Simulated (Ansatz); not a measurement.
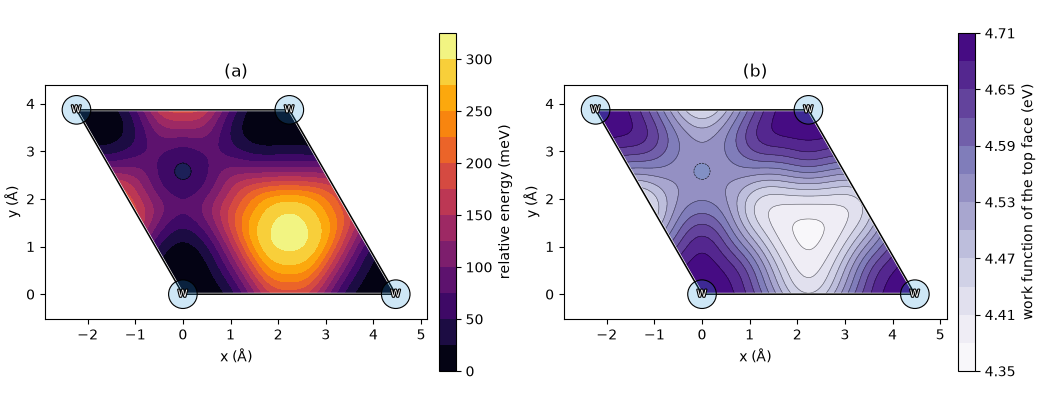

Si on a W(111) slab cut from the Im-3m phase, its upper half relaxed before the scan (6 atoms of substrate and one adsorbate in a 1 × 1 cell). 
- Si is moved over the surface cell at a fixed height above a rigid substrate; the origin of the map has the adsorbate above W6; the height is held at 3.10 Å.
- Places are given modulo a cell vector. The map is drawn in real space over the plane of the surface.
- The grid has 9 × 9 points; 19 points were computed and 62 follow by symmetry.
- Energies: meV, counted from the lowest grid point.
- The runs have no spin polarisation, so an open-shell adsorbate far from the surface lies too high. With one adsorbate in each 1 × 1 cell, its nearest image is 4.5 Å away, so neighbouring adsorbates interact. At a fixed height the lowest place need not be the adsorption site.
- All numbers below come from DFT PBE+D3(BJ), scalar-relativistic, plane waves, PAW (Ansatz 0.2.0). Settings: cutoff 420 eV, k-mesh 6×6×1, gaussian smearing 0.1 eV, no spin polarisation.

Panel (a) is the energy and panel (b) the computed work function of the top face on the same grid.

In the figure: filled contours, labelled circles for the atoms of the top layer and small ones for the second layer, the outline of one cell of the plane. Between grid points the surface is interpolated.

**How does the work function of the top face vary over the map, and what is it at the lowest grid point?**

It runs from 4.37 eV at a threefold hollow over a third-layer W atom, (6/9, 3/9) of the cell vectors to 4.70 eV at the top site over a surface W atom, (0/9, 0/9) of the cell vectors. At the lowest grid point, the top site over a surface W atom, (0/9, 0/9) of the cell vectors, it is 4.70 eV.

| second ↓, first → | 0/9 | 1/9 | 2/9 | 3/9 | 4/9 | 5/9 | 6/9 | 7/9 | 8/9 |
| --- | --- | --- | --- | --- | --- | --- | --- | --- | --- |
| 8/9 | 4.69 | 4.68 | 4.63 | 4.55 | 4.51 | 4.55 | 4.63 | 4.68 | 4.69 |
| 7/9 | 4.64 | 4.63 | 4.59 | 4.54 | 4.54 | 4.59 | 4.63 | 4.64 | 4.65 |
| 6/9 | 4.54 | 4.55 | 4.54 | 4.54 | 4.54 | 4.55 | 4.54 | 4.56 | 4.56 |
| 5/9 | 4.46 | 4.51 | 4.54 | 4.54 | 4.51 | 4.46 | 4.45 | 4.46 | 4.45 |
| 4/9 | 4.46 | 4.55 | 4.59 | 4.55 | 4.46 | 4.40 | 4.39 | 4.39 | 4.40 |
| 3/9 | 4.54 | 4.63 | 4.63 | 4.54 | 4.45 | 4.39 | 4.37 | 4.39 | 4.45 |
| 2/9 | 4.64 | 4.68 | 4.64 | 4.56 | 4.46 | 4.39 | 4.39 | 4.46 | 4.56 |
| 1/9 | 4.69 | 4.69 | 4.65 | 4.56 | 4.45 | 4.40 | 4.45 | 4.56 | 4.65 |
| 0/9 | 4.70 | 4.69 | 4.64 | 4.54 | 4.46 | 4.46 | 4.54 | 4.64 | 4.69 |

PAW datasets: the set soft_1.
